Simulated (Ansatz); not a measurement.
System: ZnS.

```yaml
crystal:
  lattice:
    - [5.44296, 0.00000, 0.00000]
    - [0.00000, 0.00000, -5.44296]
    - [0.00000, 5.44296, 0.00000]
  atoms:
    - { symbol: Zn, position: [0.25000, 0.75000, 0.25000] }
    - { symbol: Zn, position: [0.75000, 0.75000, 0.75000] }
    - { symbol: Zn, position: [0.75000, 0.25000, 0.25000] }
    - { symbol: Zn, position: [0.25000, 0.25000, 0.75000] }
    - { symbol: S, position: [0.50000, 0.50000, 0.00000] }
    - { symbol: S, position: [0.00000, 0.50000, 0.50000] }
    - { symbol: S, position: [0.00000, 0.00000, 0.00000] }
    - { symbol: S, position: [0.50000, 0.00000, 0.50000] }
```

Space group F-43m; computed pressure about −2 GPa in this cell.

Computed with DFT r2SCAN, scalar-relativistic, plane waves, PAW in Ansatz.

**Predict the valence pseudo-density and electron localisation function between the atoms.**

Zn–S (2.36 Å): ρ at the midpoint is about 0.5 e/Å³; the ELF peaks at about 0.90 in the valence shell of S, 0.8 Å from its nucleus, and is about 0.60 at the midpoint.
Bader's partition of the density gives Zn +0.97 and S −0.97 e.

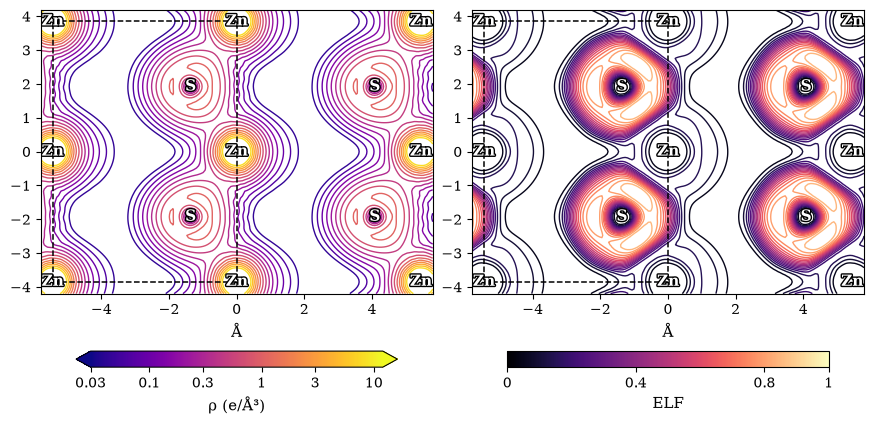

Computed valence pseudo-density and electron localisation function on the (011) plane of the conventional cell, in this order. 

The density is the valence pseudo-density of a PAW calculation; it isn't the true density close to the nuclei.
